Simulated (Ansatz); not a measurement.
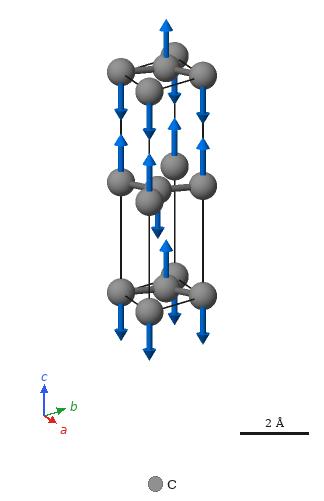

Phonons of a crystal of C, space group P6₃/mmc (No. 194), at the zone centre. The optical levels lie at 38 (×2), 120, 866, 871, 1559 (×2), 1563 (×2) cm⁻¹. One mode is drawn. The blue arrows are the displacements of the atoms (eigenvector over the root of the mass), of arbitrary overall length and sign. The picture is a ball-and-stick view of the cell of the calculation, seen slightly off an axis.

Theory: DFT PBE+D3(BJ), scalar-relativistic, plane waves, PAW in Ansatz 0.2.0. Settings: plane-wave cutoff 420 eV; k-point mesh 18 × 18 × 6; occupations fermi dirac; smearing width 0.15 eV; no spin polarisation.

The frequencies depend somewhat on the k-mesh and the smearing.

### To which level does it belong?

The level at 866 cm⁻¹. This is the B₁g mode, optical level 3 of 6, counted from below, silent by symmetry (neither infrared- nor Raman-active). All motion is along c; atoms of one kind move against one another, with no net shift of any sublattice; the C–C bond lengths don't change to first order, so for these it is a bending, tilting or sliding motion.
